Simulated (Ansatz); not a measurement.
## Electronic structure of Zr3H in real space

The calculation's input:

```
crystal:
  lattice:
    - [5.6627105025, 0.0, 0.0]
    - [-2.8313552512, 4.9040511494, 0.0]
    - [0.0, 0.0, 2.9674062605]
  atoms:
    - { symbol: Zr, position: [0.5, 0.0, 0.5] }
    - { symbol: Zr, position: [0.0, 0.5, 0.5] }
    - { symbol: Zr, position: [0.5, 0.5, 0.5] }
    - { symbol: H, position: [0.0, 0.0, 0.5] }
basis:
  ecutwfc: 420
kpoints:
  mp_grid: { grid: [12, 12, 16] }
hamiltonian:
  xc: pbe
scf:
  occupations: { method: gaussian, width: 0.1 }
output:
  forces: true
  stress: true
  eigenvalues: true
  write_density: true
  write_potential: true
  elf: true
  volumetric_format: npy
relax:
  adjacent_minimum: "off"
  f_tol: 0.01
  max_steps: 80
  cell: { stress_tol: 0.05 }
```

Launched as:

```sh
ansatz run input.yaml --threads 1 --pin off --max-ram 2560MiB --backend cpu --events-out ev --progress --plain --runs-dir out
```

Below, planes, directions and counts refer to the conventional cell (a = 5.66 Å, b = 5.66 Å, c = 3.00 Å, α = 90.00°, β = 90.00°, γ = 120.00°).

The fields are those of the run's last geometry, not of the input's.

Space group P6/mmm; a structure generated by program, which may or may not match a known phase; computed without spin polarisation.

Level of theory: DFT PBE, scalar-relativistic, plane waves, PAW in Ansatz 0.2.0.

Core electrons are frozen (PAW), and the valence fields are smoothed inside the atomic spheres.

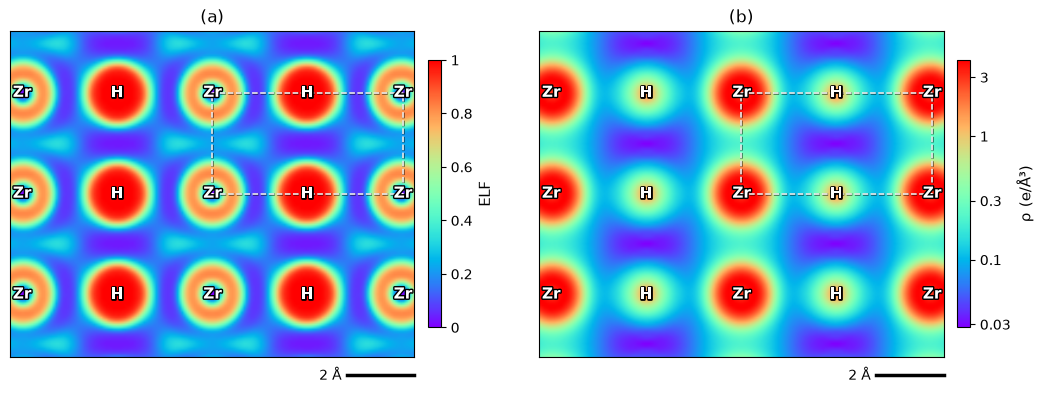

Figure 1. (a) electron localisation function; (b) valence charge density (pseudo) on the (100) plane of the conventional cell.

**Interpret the plot.**

Atoms in the plane: Zr and H. Zr–H (2.83 Å): ρ at the midpoint is about 0.12 e/Å³; the ELF climbs to about 1 towards the hydrogen. Zr–Zr (3.00 Å): ρ is about 0.22 e/Å³ halfway; the ELF is about 0.25 at the midpoint; no localised pair shows between them. Between the atoms the lowest density in this plane is 0.03 e/Å³. The features right at Zr lie inside the PAW spheres, where the map follows smoothed inner orbitals and isn't to be read closely.

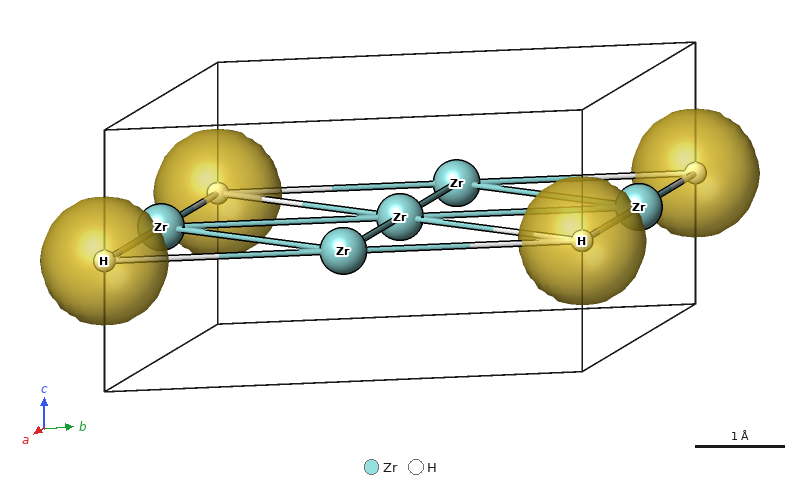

Figure 2. Isosurface of the electron localisation function at 0.9 (yellow), seen slightly off an axis. Core shells and regions of very low density are left out. Sticks mark near contacts.

**Describe the localisation domains.**

The ELF exceeds this value in one region around a hydrogen nucleus, counted in one cell of 4 atoms. Regions shared between cells count once. Profiles from the grid: Zr–Zr (2.83 Å): the ELF is about 0.25 at the midpoint (no localised pair shows between them).

**Does the calculation give a band gap?**

It is gapless in this calculation (a metal or semimetal).
